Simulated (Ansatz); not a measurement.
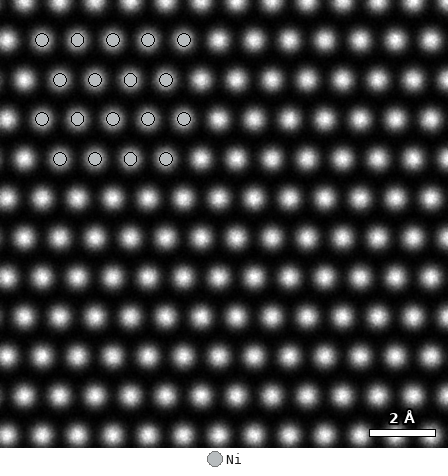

Dark-field STEM-like image of Ni (Fd-3m, No. 227) along [210]. Simulation: incoherent imaging, intensity Z^1.7 per atom, probe width 0.51 Å, thin sample. Shot noise was added. Model: the geometry relaxed with Ansatz, DFT, LDA (PW92), plane waves (420 eV) with PAW, scalar-relativistic; the starting structure was generated, so it need not be a known form of this composition.

Coloured dots in one corner mark the columns of the model.

**What can be read from this image?**

The columns repeat on a centred rectangular net of 1.10 × 2.47 Å (plane group c2mm). All columns are alike (Ni). The shortest distance between visible columns is 1.10 Å in projection. Along the beam the structure repeats every 11.05 Å.
